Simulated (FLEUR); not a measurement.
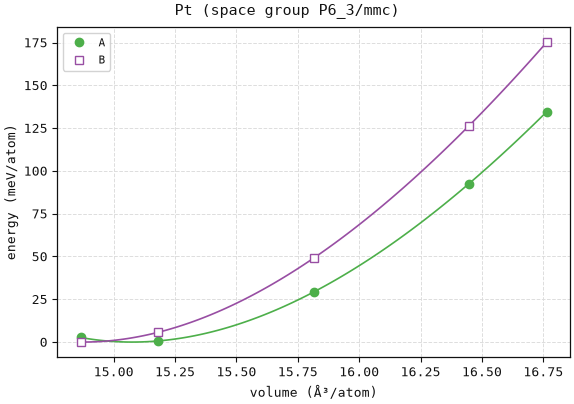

The figure shows the energy against volume, with one curve for each functional, for Pt (space group P6_3/mmc). The labels are replaced by letters. In alphabetical order the cases are: LDA; SCAN.

Calculation (FLEUR MaX-R8.1 (later development tree)): all-electron LAPW DFT, no spin polarisation; energies at scaled volumes of the given cell, shape and fractions fixed, counted from the fit's minimum, third-order Birch-Murnaghan fit. All runs: no spin polarisation.

- k mesh: 11×11×6
- occupations: Fermi–Dirac
- smearing width: 0.05 eV
- potentials: all electron

Which letter stands for which functional?

A: SCAN; B: LDA.

Keep in mind: the fit and the printed pressures don't fully agree, or the minimum lies near the end of the range (LDA); spin-orbit coupling left out, heavy elements; shape and atomic fractions are frozen while scaling, which makes layered, chain and framework solids too stiff.
